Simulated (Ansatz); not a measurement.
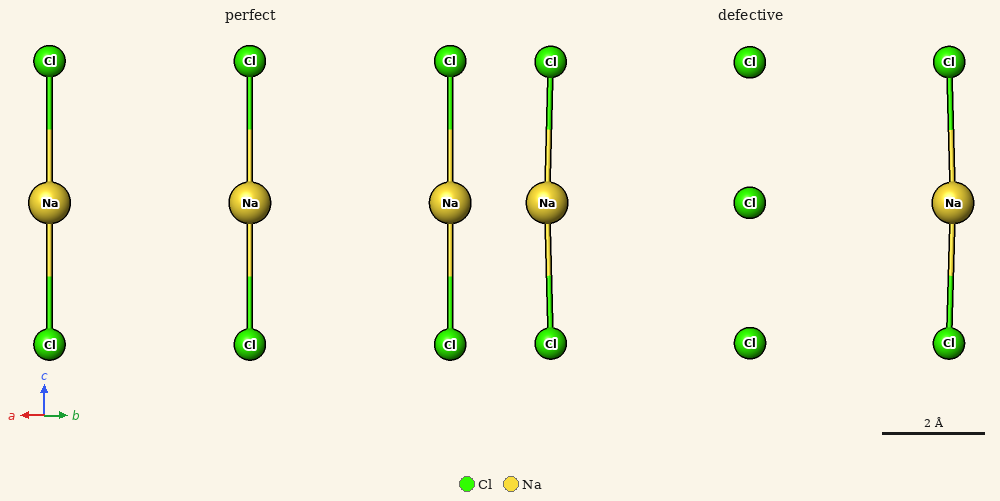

Left: perfect NaCl. Right: the same region with one point defect, after relaxing the atoms in a supercell of 64 sites. A ball-and-stick model of the atoms within 5.4 Å of one point, in a slice 3.4 Å thick across the line of sight, seen along [110].

The calculation used Ansatz 0.2.0, DFT, PBEsol, PAW, plane waves. Settings: plane-wave cutoff 420 eV; k-point mesh 1 × 1 × 1; mesh shifted by (0.25, 0.25, 0.25); collinear spin. Fermi-Dirac smearing of 0.01 eV. A uniform background neutralises the charged cell. The axes drawn are those of the host's conventional cell.

### Which defect is it?

A sodium atom is replaced by chlorine.

The charge state of the cell is +1.

### How does the lattice respond?

In the host the Na atom has 6 Cl at 2.80 Å; the Cl atom ends with 6 Cl at 2.77 to 2.79 Å. Of the host's atoms, a sodium atom moves furthest from its site, by 0.05 Å. The cell's net moment is 1.00 μB.

Limits of the set-up: the cell is charged, on a uniform background, and energies carry no finite-size correction.
